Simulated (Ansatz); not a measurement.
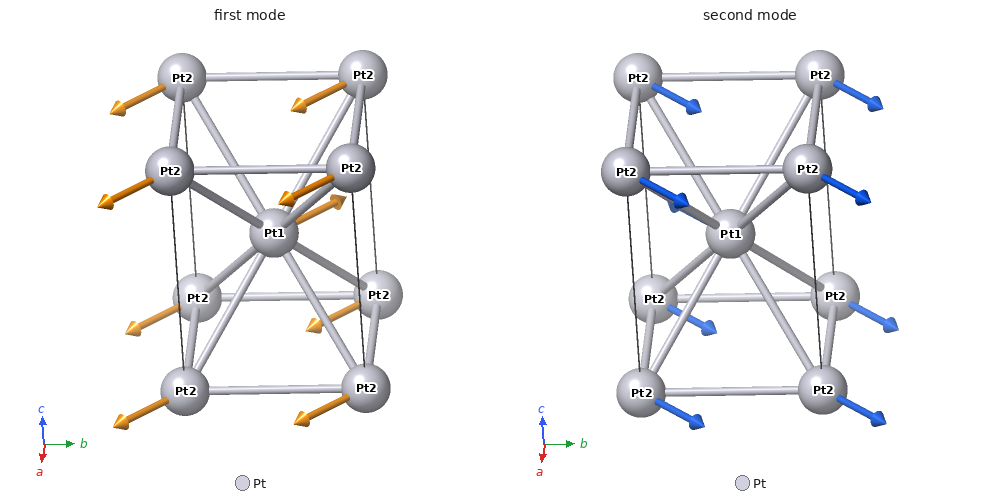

Two computed energy maps of cells of Pt. The picture above is the structure of the first map; its two panels give the patterns of the first and the second mode as arrows.

Map 1

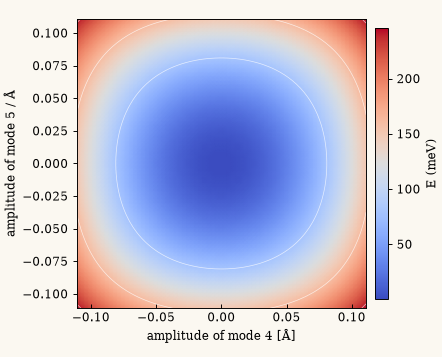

Pt (Fm-3m, No. 225; 2 atoms in the cell). 
- The energy is mapped over two normal modes frozen in (zone-centre modes of the 2-atom cell of this scan, which folds in the wave vector (0, 1/2, 1/2) of the primitive cell).
- Coordinates scanned: (1) amplitude of mode 4 (131 cm⁻¹), largest displacement; (2) amplitude of mode 5 (131 cm⁻¹), largest displacement.
- Nothing is relaxed (the cell and all other modes fixed).
- Grid: 11 × 11 points; 21 points were computed and 100 follow by symmetry.
- Points are written as (first, second).
- Energies are in meV per cell, from the lowest grid point.
- Method: Ansatz 0.2.0, DFT PBEsol, scalar-relativistic, plane waves, PAW. Settings: cutoff 420 eV, k-mesh 16×16×12 in the order of the run's cell vectors, gaussian smearing 0.15 eV, no spin polarisation.

In the figure: a smooth colour map with a few white contour lines. Between grid points the surface is interpolated.

Map 2

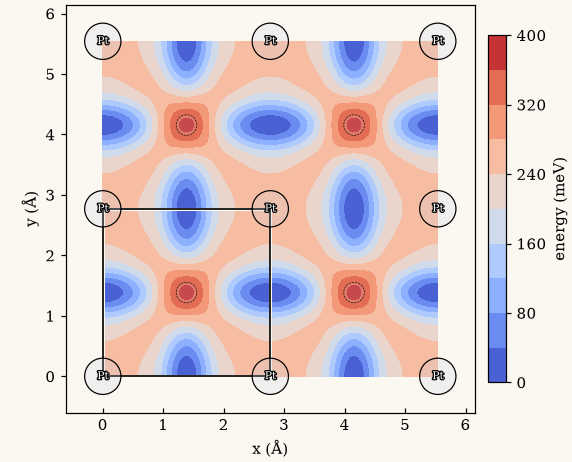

H on a Pt(100) slab cut from the Fm-3m phase, its upper half relaxed before the scan (3 atoms of substrate and one adsorbate in a 1 × 1 cell). H is moved over the surface cell; relaxed at each place: the height of the adsorbate's atoms; substrate rigid; the origin of the map has the adsorbate above Pt3. Places are given modulo a cell vector. The map is drawn in real space over the plane of the surface. The grid has 6 × 6 points; 10 points were computed and 26 follow by symmetry. Energies: meV, counted from the lowest grid point. With one adsorbate in each 1 × 1 cell, its nearest image is 2.8 Å away, so neighbouring adsorbates interact. Theory: Ansatz 0.2.0, DFT PBEsol, scalar-relativistic, plane waves, PAW. Settings: cutoff 420 eV, k-mesh 10×10×1, gaussian smearing 0.1 eV, no spin polarisation.

The picture shows filled contours, labelled circles for the atoms of the top layer and small ones for the second layer, the outline of one cell of the 2 × 2 shown. Between grid points the surface is interpolated.

Summarise the maps one by one.

Map 1: The lowest grid point is at (0.000 Å, 0.000 Å). No other kind of well shows on this grid. The highest grid point, (−0.111 Å, −0.111 Å), lies 246 meV above the lowest.
Map 2: The lowest grid point is at a bridge site between two Pt atoms, (0/6, 3/6) of the cell vectors; the map holds 2 wells of about this depth. The highest grid point, a fourfold hollow over a second-layer Pt atom, (3/6, 3/6) of the cell vectors, lies 371 meV above the lowest. On the interpolated surface the easiest way out of the lowest well to a well of about the same depth near a bridge site between two Pt atoms, (3/6, 0/6) of the cell vectors passes a barrier of about 250 meV. At the lowest point the adsorbate has 2 Pt at 1.75 Å as nearest neighbours, at the highest 4 Pt at 2.05 Å. Its relaxed height above the top atom is 1.08 Å at the lowest and 0.59 Å at the highest point.

PAW datasets: the set soft_1.
